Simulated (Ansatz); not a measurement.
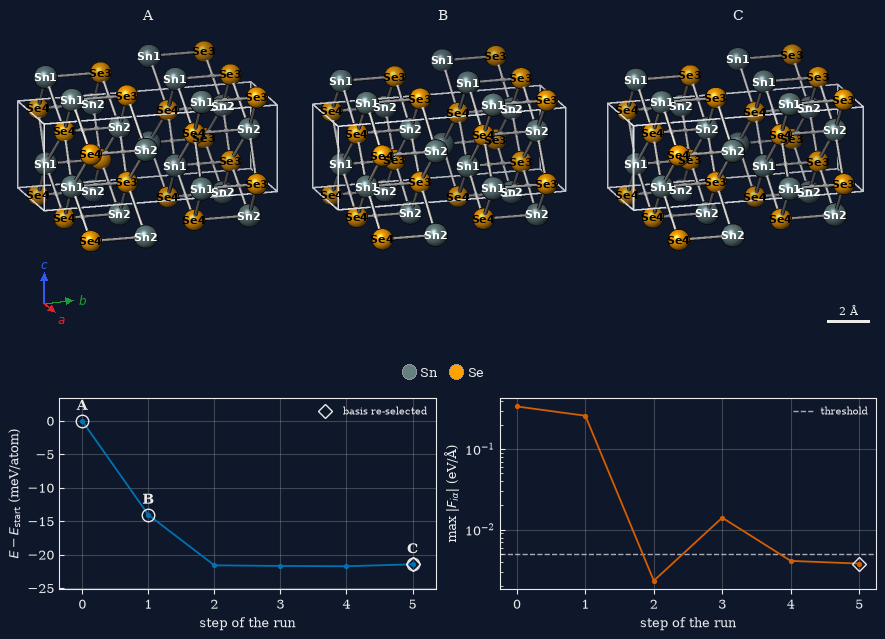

Frames of a relaxation of solid SnSe (set up in Cmcm), marked on the history of the run. A ball-and-stick model of the conventional cell (2 times the calculation's cell), seen from a free direction. Lengths and directions refer to the drawn axes.

Theory: Ansatz 0.2.0, DFT PBEsol, scalar-relativistic, plane waves, PAW.

The input:
```yaml
crystal:
  lattice:
    - [2.155, -5.8525, 0.0]
    - [2.155, 5.8525, 0.0]
    - [0.0, 0.0, 4.318]
  atoms:
    - { symbol: Sn, position: [0.88, 0.12, 0.25] }
    - { symbol: Sn, position: [0.12, 0.88, 0.75] }
    - { symbol: Se, position: [0.644, 0.356, 0.25] }
    - { symbol: Se, position: [0.356, 0.644, 0.75] }
basis:
  ecutwfc: 420
kpoints:
  mp_grid: { grid: [8, 8, 6] }
hamiltonian:
  xc: pbesol
scf:
  occupations: { method: gaussian, width: 0.02 }
output:
  forces: true
  stress: true
  eigenvalues: true
  write_density: true
  write_potential: true
  elf: true
  volumetric_format: npy
relax:
  adjacent_minimum: "off"
  f_tol: 0.005
  max_steps: 80
  cell: { stress_tol: 0.05 }
```

Run as
```bash
ansatz run input.yaml --threads 1 --pin off --max-ram 4096MiB --backend cpu --events-out ev --progress --plain --runs-dir out
```

Question: Describe the path.

Answer: The largest moves relative to the cell, 0.039 Å, are those of Sn1 and Sn2. Sn1 goes along +b. By element the largest moves are Sn 0.039 Å, Se 0.035 Å. The drawn cell changes as follows: a 4.310 → 4.212 Å (−2.3 %), b 11.705 → 11.543 Å (−1.4 %), c 4.318 → 4.206 Å (−2.6 %); the volume changes by −6.1 %. Some distances before and after: Sn1–Se4 3.063 → 2.983 Å, Sn1–Se3 2.762 → 2.720 Å. Among the angles between lasting bonds that change: Se4–Sn1–Se4 169.5° → 172.2°, Sn1–Se4–Sn1 169.5° → 172.2°. The space group stays Cmcm (No. 63). Over 4 accepted moves (5 points after the start) the energy falls by 21.4 meV per atom. Largest force component: 0.34 eV/Å at the start, 0.0038 eV/Å at the end. Pressure: −3.34 GPa at the start and −0.02 GPa at the end. At 1 point the geometry stayed and the basis and grid were re-selected for the new cell (energy shift of 0.3 meV per atom at most each time). The run took 77 s on 1 thread of Intel(R) Xeon(R) Platinum 8488C (Sapphire Rapids) (shared host), peak memory 0.7 GiB. From step 0 to 1: Sn atoms move most (0.07 Å), volume −9.4 %, energy −14.0 meV per atom. From step 1 to 5: Sn atoms move most (0.03 Å), volume +3.6 %, energy −7.4 meV per atom.

```json
{"step": "0", "E − E(0), meV/atom": "0.00", "largest force component, eV/Å": "0.3379", "pressure, GPa": "-3.34", "volume, Å³/atom": "27.230", "note": ""}
{"step": "1", "E − E(0), meV/atom": "-14.02", "largest force component, eV/Å": "0.2594", "pressure, GPa": "2.42", "volume, Å³/atom": "24.669", "note": ""}
{"step": "2", "E − E(0), meV/atom": "-21.57", "largest force component, eV/Å": "0.0023", "pressure, GPa": "-0.23", "volume, Å³/atom": "25.686", "note": ""}
{"step": "3", "E − E(0), meV/atom": "-21.66", "largest force component, eV/Å": "0.0141", "pressure, GPa": "-0.09", "volume, Å³/atom": "25.607", "note": ""}
{"step": "4", "E − E(0), meV/atom": "-21.70", "largest force component, eV/Å": "0.0041", "pressure, GPa": "-0.02", "volume, Å³/atom": "25.562", "note": ""}
{"step": "5", "E − E(0), meV/atom": "-21.42", "largest force component, eV/Å": "0.0038", "pressure, GPa": "-0.02", "volume, Å³/atom": "25.562", "note": "same geometry, new basis"}
```
